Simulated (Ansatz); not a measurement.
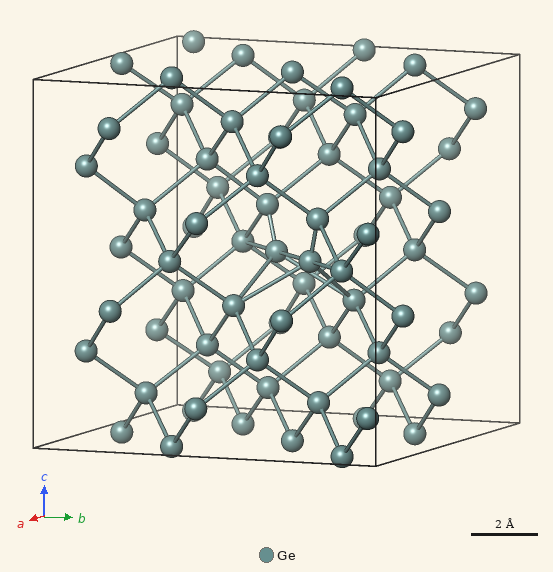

A defect cell of composition Ge65 (cell charge +2), before the relaxation. A ball-and-stick model of the cell of the calculation (origin shifted), seen slightly off an axis.

Computed with DFT, PBEsol, PAW, plane waves in Ansatz 0.2.0.

(plane-wave cutoff 420 eV; k-point mesh 1 × 1 × 1; mesh shifted by (0.25, 0.25, 0.25); no spin polarisation; atoms relaxed in a fixed cell; force threshold 0.03 eV/Å; at most 80 steps)

```xyz
65
Lattice="11.3512 0.0000 0.0000 0.0000 11.3512 0.0000 0.0000 0.0000 11.3512" Properties=species:S:1:pos:R:3 pbc="T T T"
Ge   11.3280   11.3426   11.3419
Ge    0.0141    0.0139    5.6595
Ge   11.3215    5.6425    0.0165
Ge    0.0091    5.6842    5.6639
Ge    5.6541   11.3501   11.3392
Ge    5.6804   11.3367    5.6917
Ge    5.6448    5.6490    0.0004
Ge    4.7276    4.7367    5.6816
Ge    1.3884    1.4482    1.4153
Ge    1.4548    1.4126    7.1022
Ge    1.3682    7.0907    1.4082
Ge    1.4226    7.1213    7.0741
Ge    7.0836    1.4078    1.4334
Ge    7.1296    1.3852    7.0708
Ge    7.1011    7.1285    1.4202
Ge    7.1154    7.1035    7.0693
Ge    2.8068    2.8196    0.0430
Ge    2.8229    2.8209    5.6730
Ge    2.8296    8.5227    0.0270
Ge    2.8227    8.5130    5.6896
Ge    8.4813    2.8402    0.0200
Ge    8.5227    2.7951    5.7186
Ge    8.5208    8.5054   11.3436
Ge    8.5091    8.4885    5.7004
Ge    4.2608    4.2594    1.4077
Ge    4.2877    4.2508    7.0511
Ge    4.2469    9.9255    1.4566
Ge    4.2733    9.9467    7.1070
Ge    9.9469    4.2569    1.4196
Ge    9.9321    4.2791    7.1233
Ge    9.9381    9.9504    1.4039
Ge    9.9095    9.9538    7.0736
Ge    2.8371   11.3277    2.8074
Ge    2.8274   11.3469    8.5425
Ge    2.8407    5.6952    2.8637
Ge    2.8130    5.6777    8.4905
Ge    8.5139    0.0222    2.8218
Ge    8.4813    0.0140    8.5156
Ge    8.4865    5.6877    2.8257
Ge    8.5101    5.6949    8.5001
Ge    4.2195    1.4273    4.2487
Ge    4.2536    1.4063    9.9870
Ge    4.2484    7.1047    4.2357
Ge    4.2493    7.1429    9.9563
Ge    9.9379    1.4188    4.2819
Ge    9.9367    1.3798    9.9065
Ge    9.9418    7.1014    4.2643
Ge    9.9388    7.0678    9.9356
Ge    0.0009    2.8702    2.8344
Ge   11.3364    2.8408    8.5383
Ge   11.3402    8.5039    2.8032
Ge   11.3498    8.4772    8.4688
Ge    5.6641    2.8394    2.8159
Ge    5.6640    2.8343    8.5381
Ge    5.6412    8.5145    2.8521
Ge    5.6647    8.5434    8.5176
Ge    1.4069    4.2545    4.2791
Ge    1.4350    4.2715    9.9256
Ge    1.4047    9.9516    4.2595
Ge    1.4344    9.9476    9.9439
Ge    7.0695    4.3012    4.2623
Ge    7.1021    4.2678    9.9293
Ge    7.1107    9.9299    4.2198
Ge    7.0919    9.9187    9.8967
Ge    6.6023    6.6371    5.6873
```

What does the optimiser find from here?

The atom that moves furthest is Ge8 (1.55 Å along [−1 −1 −3]). The lattice vectors keep their values. Some distances before and after: Ge8–Ge26 1.518 → 2.905 Å, Ge24–Ge65 2.658 → 3.904 Å, Ge26–Ge65 3.593 → 2.553 Å, Ge8–Ge53 3.562 → 2.600 Å. New bonds form, among them: Ge26–Ge65 (3.59 → 2.55 Å). Bonds break, among them: Ge8–Ge26 (1.52 → 2.91 Å). Among the angles between lasting bonds that change: Ge18–Ge8–Ge65 179.8° → 109.2°, Ge8–Ge65–Ge16 116.7° → 179.9°, Ge8–Ge18–Ge10 143.8° → 179.7°. The energy falls by 26.214 eV per cell of the calculation in 11 accepted moves (12 points after the start). Largest force component: 48 eV/Å at the start, 0.011 eV/Å at the end. The line search rejected the trial step at point 11 of the run.

The end point in the same view:

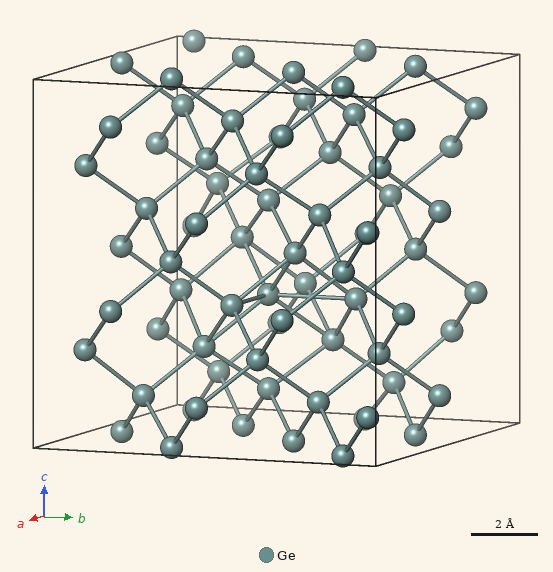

Limits of the set-up: the cell is charged, on a uniform background, and energies carry no finite-size correction.
